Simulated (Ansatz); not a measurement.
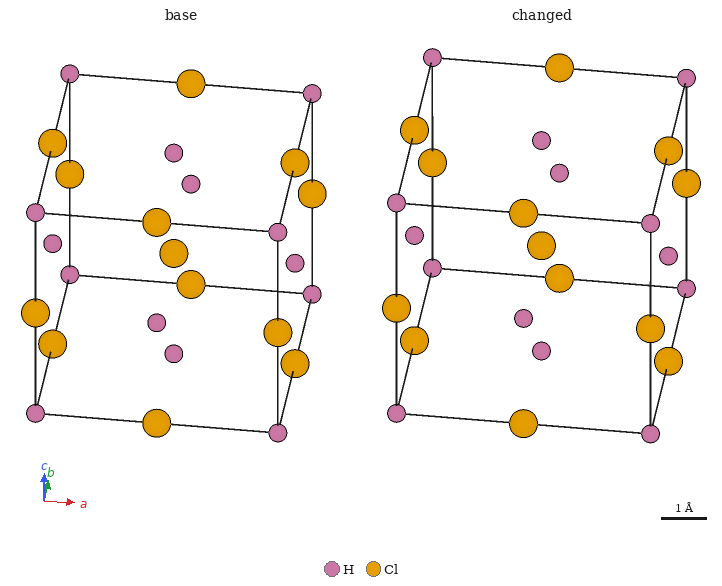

Left: a symmetric starting cell of HCl. Right: the same structure after one change, at the same scale. Style: ball-and-stick. Shown: the conventional cell (4 times the calculation's cell), from a free direction. Lengths and directions refer to the drawn axes.

These are results of DFT LDA, scalar-relativistic, plane waves, PAW in Ansatz 0.2.0, not measurements. Settings: plane-wave cutoff 420 eV; k-point mesh 14 × 14 × 14; occupations gaussian; smearing width 0.1 eV; no spin polarisation.

> Which change leads from the left to the right?

All lengths are scaled by +4.8 % (volume +15.1 %), the atoms keeping their fractional coordinates. No relaxation follows. The starting cell wasn't computed here and needn't be at equilibrium, so pressure and forces aren't due to the change alone.

> And its effect?

The pressure is −9.9 GPa (not all of it need come from the change, since the unchanged cell can be under pressure at this level too). All forces vanish by symmetry. The space group stays Fm-3m (No. 225).
